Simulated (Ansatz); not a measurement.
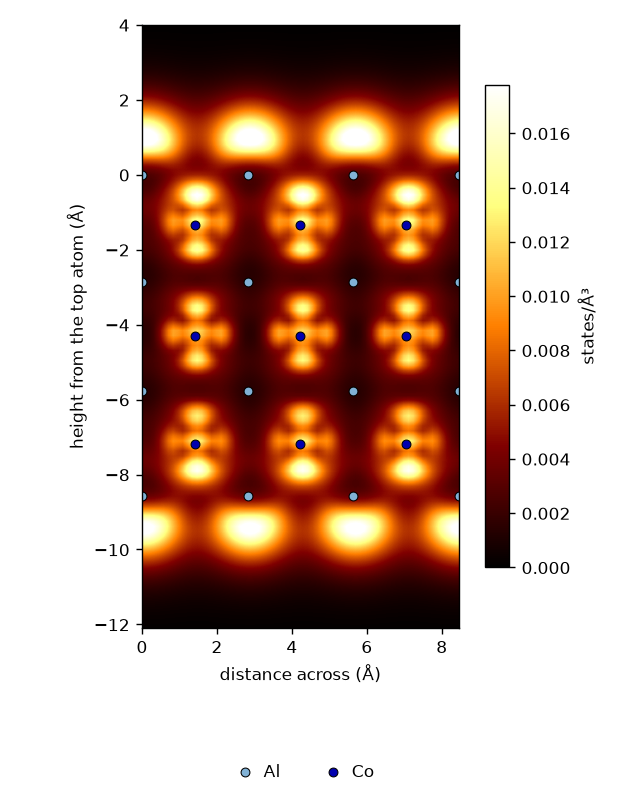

Density of all states between 0.00 and +0.25 eV (zero: the Fermi level) of AlCo(100) (Pm-3m bulk, the cell from a database of computed structures, not from a measurement, 7 atomic planes (those closer than 0.6 Å count as one), 9 Å, Al-terminated, slab composition Al4Co3): side view, averaged along the second cell vector.

The picture shows the smooth PAW orbitals' density alone, which lacks about 42 % of these states' charge, near the nuclei; the shares below count all of it.

Theory: DFT PBE, scalar-relativistic, plane waves, PAW in Ansatz 0.2.0. Cutoff 420 eV, 18 × 18 k-points, Gaussian smearing 0.1 eV, dipole correction. The slab is a cut without reconstruction beyond its cell, at the source's lattice constants, with its lower half held fixed and the rest relaxed. Collinear spin, net moment 1.2 μB a cell; the stability of this spin state wasn't checked. The run couldn't confirm all of its levels under its output density. The run warns that the functional's potential is rough in the thin density of the vacuum, where the tip is; weak contrasts and barriers may feel it.

Question: Where in the slab do these states sit?

Answer: The window holds 1.1 states per cell. Shares by plane (space cut midway between planes), top to bottom: Al 16 %, Co 22 %, Al 4 %, Co 19 %, Al 4 %, Co 19 %, Al 16 %; the outer planes' shares include the vacuum, and density in a gap between layers is shared out between the planes on either side.
